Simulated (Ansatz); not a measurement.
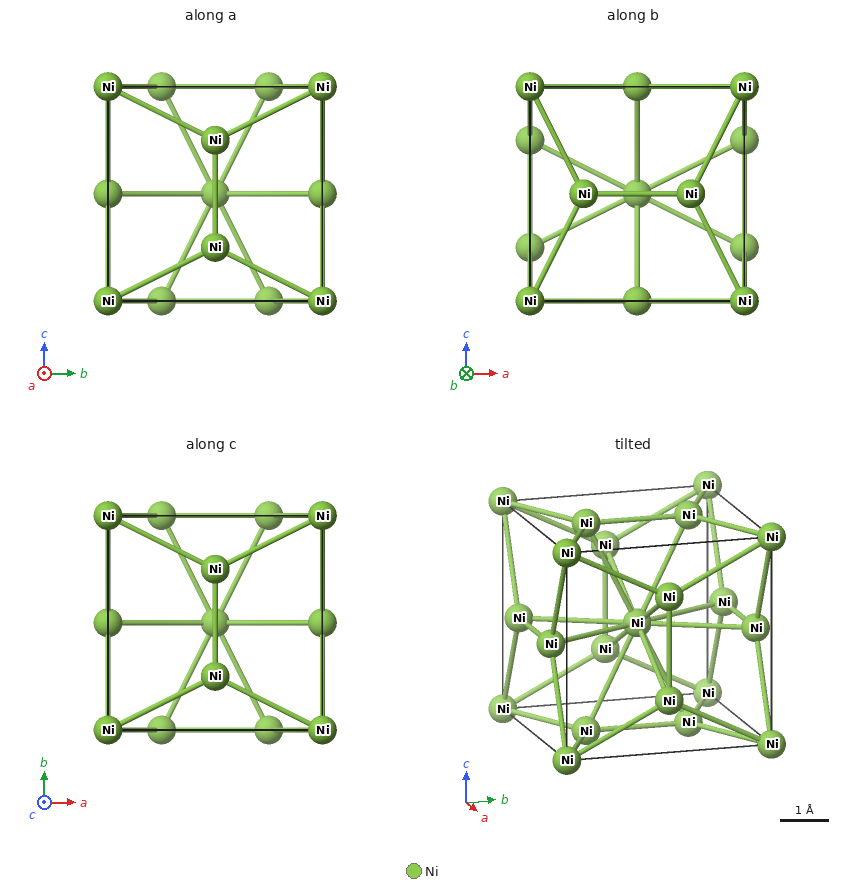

Figure: ball-and-stick view along the a axis, along the b axis, along the c axis and slightly off an axis. Thin lines show the conventional unit cell, with boundary atoms drawn in all their periodic places.

Lattice parameters: a = 4.542 Å, b = 4.542 Å, c = 4.542 Å, α = 90.00°, β = 90.00°, γ = 90.00°.

Question: Put the structure into a table of Wyckoff sites.

Answer: Space group Pm-3n (No. 223).
```tsv
atom	site	x	y	z
Ni	2a	0.0000	0.0000	0.0000
Ni	6c	0.2500	0.0000	0.5000
```

It goes back to a structure type filled with this element by a generator (whether the element takes this form wasn't checked). Earlier steps of the study may have refined or changed the cell and positions. Ansatz was used for an electronic-structure calculation on it.
